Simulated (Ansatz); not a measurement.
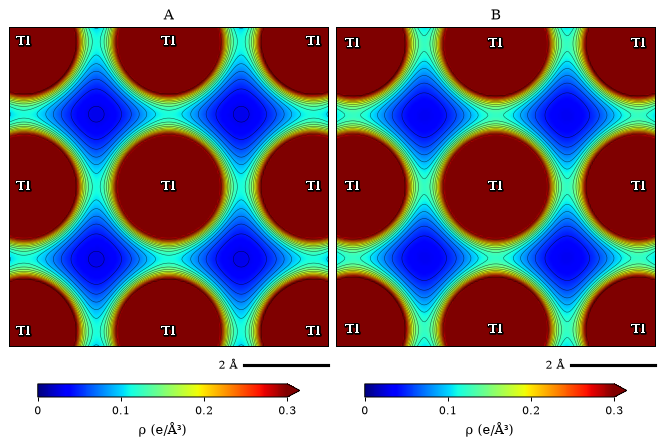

Tl. The valence pseudo-density of two cells that differ in size, on the (010) plane of each (indices in the axes of the calculation cell), at one length scale and on one colour scale; one has 38.7 and the other 40.2 Å³ an atom.

All numbers below come from DFT, BLYP, plane waves (420 eV) with PAW, scalar-relativistic in Ansatz 0.2.0.

In a PAW calculation such maps are meaningful between the atoms, not at the nuclei.

The larger cell:

```
Tl
1.0
     3.42555    0.00000    0.00000
     0.00000    3.42555    0.00000
     0.00000    0.00000    3.42555
Tl
1
Cartesian
  0.0000 0.0000 0.0000
```

The smaller cell: a = 3.381 Å, b = 3.381 Å, c = 3.381 Å, α = 90.00°, β = 90.00°, γ = 90.00°.

Q: Which panel shows the smaller cell, and what does the compression change?

A: Panel B is the smaller cell, by 4 % in volume. From the larger cell to the smaller, Tl–Tl goes from 3.43 to 3.38 Å, and the density at its midpoint from 0.11 to 0.12 e/Å³; the pressure goes from −0.5 to 0.0 GPa.
